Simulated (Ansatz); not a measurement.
H$_{2}$CO: several calculations on one system

### Relaxation

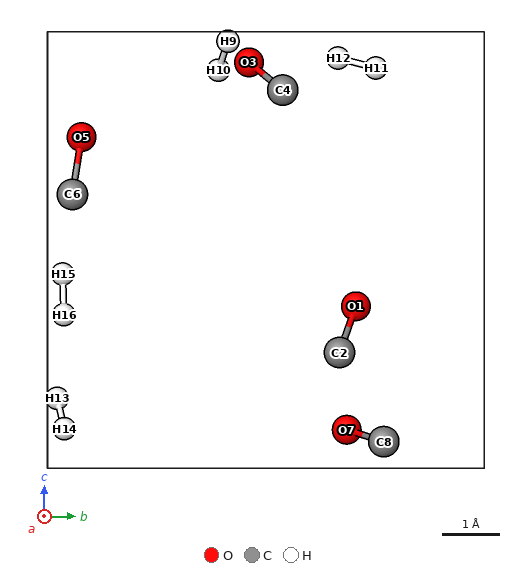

An amorphous cell of composition H₂CO, before the relaxation. A ball-and-stick model of the cell of the calculation, seen along the a axis.

The cell holds 4 CO + 4 H2. The run prepares the start of a later molecular dynamics calculation, from a guessed geometry.

Level of theory: DFT r2SCAN-D3(BJ), scalar-relativistic, plane waves, PAW (Ansatz).

The input:
```yaml
accuracy: low
crystal:
  lattice:
    - [7.705994, 0.0, 0.0]
    - [0.0, 7.705994, 0.0]
    - [0.0, 0.0, 7.705994]
  atoms:
    - { symbol: O, position: [0.5336302, 0.7064452, 0.3712398] }
    - { symbol: C, position: [0.6318949, 0.6687479, 0.2653763] }
    - { symbol: O, position: [0.2515877, 0.461609, 0.929878] }
    - { symbol: C, position: [0.3625184, 0.5387925, 0.8664653] }
    - { symbol: O, position: [0.2615029, 0.0779456, 0.7588859] }
    - { symbol: C, position: [0.3290076, 0.0570809, 0.6273873] }
    - { symbol: O, position: [0.0589699, 0.6853564, 0.0885156] }
    - { symbol: C, position: [0.1787152, 0.770223, 0.0612613] }
    - { symbol: H, position: [0.7726028, 0.4134026, 0.9784251] }
    - { symbol: H, position: [0.7072085, 0.3915116, 0.9121267] }
    - { symbol: H, position: [0.7249122, 0.7519201, 0.9171169] }
    - { symbol: H, position: [0.6916996, 0.6651449, 0.9398783] }
    - { symbol: H, position: [0.0324795, 0.0221331, 0.1605732] }
    - { symbol: H, position: [0.0960439, 0.0384524, 0.0909719] }
    - { symbol: H, position: [0.9124109, 0.0347045, 0.4452441] }
    - { symbol: H, position: [0.9334471, 0.0373564, 0.3519621] }
basis:
  ecutwfc: 500.0
kpoints:
  mp_grid: { grid: [1, 1, 1] }
hamiltonian:
  xc: r2scan
  dispersion: d3bj
scf:
  occupations: { method: fermi_dirac, width: 0.05 }
  lower_state_search: "off"
relax:
  f_tol: 0.3
  max_steps: 15
  adjacent_minimum: "off"
```

Command:
```bash
ansatz run input.yaml --threads 1 --pin off --max-ram 3072MiB --backend cpu --events-out ev --progress --plain --runs-dir out
```

**What does the optimiser find from here?**

H13 moves most: 1.01 Å roughly along [0 3 −1]. By element the largest moves are H 1.01 Å, O 0.71 Å, C 0.67 Å. The cell doesn't change. Near-neighbour distances that change, for instance: O1–C2 1.150 → 1.126 Å, H11–H12 0.737 → 0.742 Å. After 6 accepted moves (7 points after the start) the energy has fallen by 0.889 eV per cell of the calculation. The largest force component goes from 2.3 to 0.16 eV/Å. 1 step only repeated the SCF at the same geometry. The run took 2.6 min on 1 thread of Arm Neoverse V1 (shared host), peak memory 0.82 GiB.

Step by step:

```tsv
step	E − E(0), meV/atom	largest force component, eV/Å	note
0	0.00	2.3421	
1	-27.39	0.7738	
2	-39.85	1.0001	
3	-45.52	1.7718	
4	-51.00	0.8398	
5	-51.32	1.5280	
6	-55.54	0.1588	
7	-55.54	0.1592	same geometry, SCF repeated
```

Final geometry:

```xyz
16
Lattice="7.7060 0.0000 0.0000 0.0000 7.7060 0.0000 0.0000 0.0000 7.7060" Properties=species:S:1:pos:R:3 pbc="T T T"
O     3.8898    5.4854    3.0770
C     4.6199    4.9100    2.4420
O     2.4222    3.1636    6.8747
C     2.8408    3.8519    6.0842
O     2.0135    7.6784    5.5236
C     2.7939    0.3503    4.8032
O     0.4310    5.1038    1.2667
C     1.2794    5.7578    0.9145
H     6.0257    2.9713    7.4856
H     5.6270    2.7274    6.9078
H     5.5929    6.4065    6.8215
H     5.4060    5.7170    7.0230
H     0.1279    1.1185    0.9253
H     0.7231    1.1052    0.4806
H     6.8337    0.0151    3.8181
H     7.0035    0.0518    3.0975
```

After the run, drawn alike:

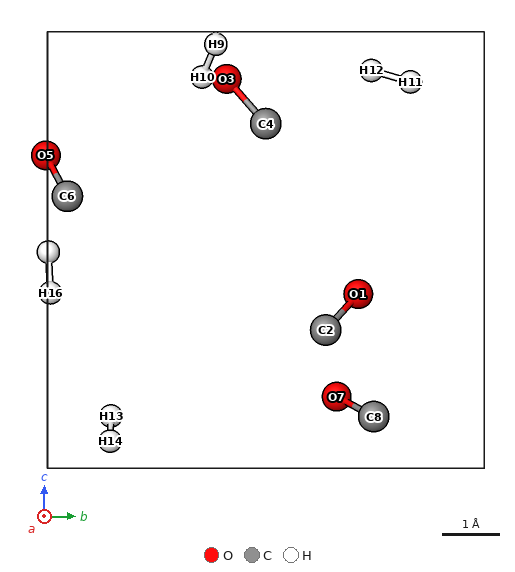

Limits of the set-up: the program's low-accuracy preset was used; the periodic images lie only 7.7 Å apart, so the values are limited by the cell's size.

### Dynamics

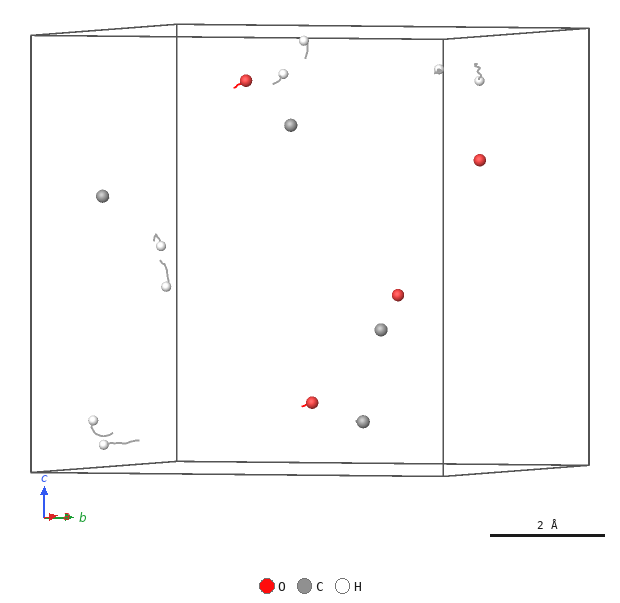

A Born-Oppenheimer molecular dynamics run of a periodic cell with 4 CO + 4 H2 at 0.436 g/cm³, 30 fs long. Lines trace each atom's path, in the colour of its element; spheres stand at the starting positions. Seen from a free direction in the simulation cell.

Method: DFT r2SCAN-D3(BJ), scalar-relativistic, plane waves, PAW (Ansatz). Set-up: plane-wave cutoff 500 eV; k-point mesh 1 × 1 × 1; Fermi-Dirac smearing 0.05 eV; low-accuracy preset; Langevin thermostat (NVT); set temperature 300 K; time step 0.5 fs; friction 0.02 per fs.

Input
```yaml
accuracy: low
crystal:
  lattice:
    - [7.705994, 0.0, 0.0]
    - [0.0, 7.705994, 0.0]
    - [0.0, 0.0, 7.705994]
  atoms:
    - { symbol: O, position: [0.50477, 0.71183729, 0.39929782] }
    - { symbol: C, position: [0.59951567, 0.63716578, 0.31690108] }
    - { symbol: O, position: [0.31433241, 0.41054145, 0.89211905] }
    - { symbol: C, position: [0.36864755, 0.4998514, 0.78954576] }
    - { symbol: O, position: [0.2612931, -0.00357571, 0.71679781] }
    - { symbol: C, position: [0.3625628, 0.04546087, 0.62330347] }
    - { symbol: O, position: [0.05593465, 0.66232112, 0.16437616] }
    - { symbol: C, position: [0.16602099, 0.74718977, 0.11867902] }
    - { symbol: H, position: [0.78194903, 0.38558877, 0.97140155] }
    - { symbol: H, position: [0.73021376, 0.35393715, 0.89642383] }
    - { symbol: H, position: [0.725782, 0.83136845, 0.88521807] }
    - { symbol: H, position: [0.7015353, 0.74189193, 0.91136832] }
    - { symbol: H, position: [0.01660173, 0.14514736, 0.12007058] }
    - { symbol: H, position: [0.09383333, 0.14341656, 0.06236565] }
    - { symbol: H, position: [0.88679741, 0.0019574, 0.49547399] }
    - { symbol: H, position: [0.90884158, 0.00672652, 0.40196561] }
basis:
  ecutwfc: 500.0
kpoints:
  mp_grid: { grid: [1, 1, 1] }
hamiltonian:
  xc: r2scan
  dispersion: d3bj
scf:
  occupations: { method: fermi_dirac, width: 0.05 }
  lower_state_search: "off"
md:
  timestep: 0.5
  n_steps: 60
  ensemble: nvt_langevin
  temperature: 300.0
  initial_velocities: maxwell_boltzmann
  seed: 921946
  friction: 0.02
```

Run as
```bash
ansatz run input.yaml --threads 1 --pin off --max-ram 3072MiB --backend cpu --events-out ev --progress --plain --runs-dir out
```

Q: How do the atoms move?

A: Root-mean-square distances from the starting positions over the second half, with the common drift of all atoms taken out: H 0.46 Å, O 0.15 Å, C 0.14 Å. The heavy atoms stay within a fraction of a molecule's size of their starting places; so short a run doesn't tell a liquid from a solid.

Limits of the set-up: the program's low-accuracy preset was used; the periodic images lie only 7.7 Å apart, so the values are limited by the cell's size.

### Dynamics

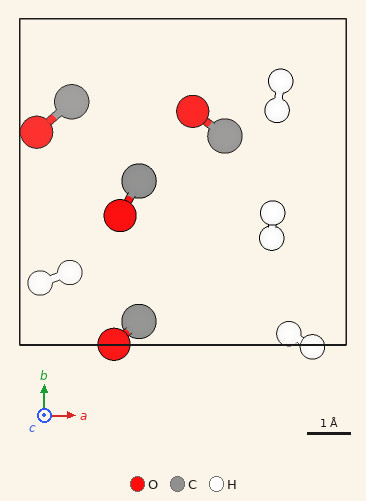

Starting frame of a dynamics run of a periodic cell with 4 CO + 4 H2 at 0.436 g/cm³. It starts from the last geometry of an earlier run, with fresh velocities. A ball-and-stick model of the simulation cell, seen along the c axis.

Theory: DFT r2SCAN-D3(BJ), scalar-relativistic, plane waves, PAW (Ansatz).

Input
```yaml
accuracy: low
crystal:
  lattice:
    - [7.705994, 0.0, 0.0]
    - [0.0, 7.705994, 0.0]
    - [0.0, 0.0, 7.705994]
  atoms:
    - { symbol: O, position: [0.52585266, 0.71233695, 0.39525857] }
    - { symbol: C, position: [0.62449606, 0.63669009, 0.32422098] }
    - { symbol: O, position: [0.30327398, 0.39260715, 0.88031709] }
    - { symbol: C, position: [0.36133525, 0.49866572, 0.79779403] }
    - { symbol: O, position: [0.28445604, -0.0019472, 0.72887635] }
    - { symbol: C, position: [0.3608771, 0.06809546, 0.62484417] }
    - { symbol: O, position: [0.0474136, 0.64832751, 0.1604953] }
    - { symbol: C, position: [0.15478129, 0.74169031, 0.1260648] }
    - { symbol: H, position: [0.77097411, 0.40061851, 0.93486908] }
    - { symbol: H, position: [0.76809675, 0.32355472, 0.87662438] }
    - { symbol: H, position: [0.79563542, 0.80468446, 0.92657703] }
    - { symbol: H, position: [0.78453487, 0.71522899, 0.90405104] }
    - { symbol: H, position: [0.05781893, 0.18591952, 0.09553677] }
    - { symbol: H, position: [0.14901396, 0.21817412, 0.0754531] }
    - { symbol: H, position: [0.89279289, -0.00983301, 0.51070476] }
    - { symbol: H, position: [0.82077367, 0.03062003, 0.46935585] }
basis:
  ecutwfc: 500.0
kpoints:
  mp_grid: { grid: [1, 1, 1] }
hamiltonian:
  xc: r2scan
  dispersion: d3bj
scf:
  occupations: { method: fermi_dirac, width: 0.05 }
  lower_state_search: "off"
md:
  timestep: 0.75
  n_steps: 80
  ensemble: nvt_langevin
  temperature: 300.0
  initial_velocities: maxwell_boltzmann
  seed: 356947
  friction: 0.005
```

Command:
```bash
ansatz run input.yaml --threads 1 --pin off --max-ram 3072MiB --backend cpu --events-out ev --progress --plain --runs-dir out
```

**Predict how the run goes.**

The mean temperature in the second half is 354 K (standard deviation 14 K). The potential energy in the second half lies on average 2.8 meV per atom above the first frame. In the second half of the run the atoms are, in the root-mean-square, this far from where they began (common drift taken out): H 0.80 Å, O 0.39 Å, C 0.36 Å. The heavy atoms stay within a fraction of a molecule's size of their starting places, while the hydrogen atoms travel further, as molecules turn; so short a run doesn't tell a liquid from a solid.

Along the run (each row but the first and the last is the mean over the interval that it begins):

```tsv
time (fs)	potential energy (meV/atom)	T (K)
0.0	0.0	281
6.0	1.5	304
12.0	1.8	332
18.0	2.4	362
24.0	2.3	350
30.0	2.6	349
36.0	3.2	341
42.0	2.3	345
48.0	2.6	368
54.0	3.2	365
60.0	5.9	368
```

The paths of the atoms:

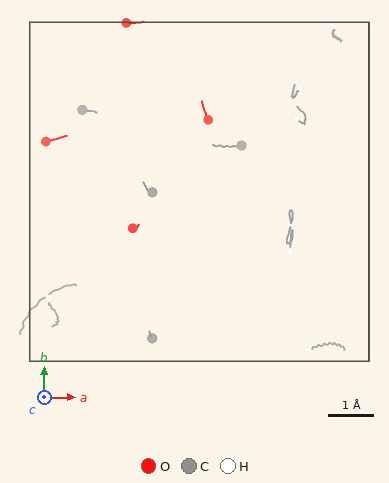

Limits of the set-up: the program's low-accuracy preset was used; the periodic images lie only 7.7 Å apart, so the values are limited by the cell's size.

Cost: 22 min on 1 thread of Arm Neoverse V1, with other jobs on the host, peak memory 0.84 GiB.
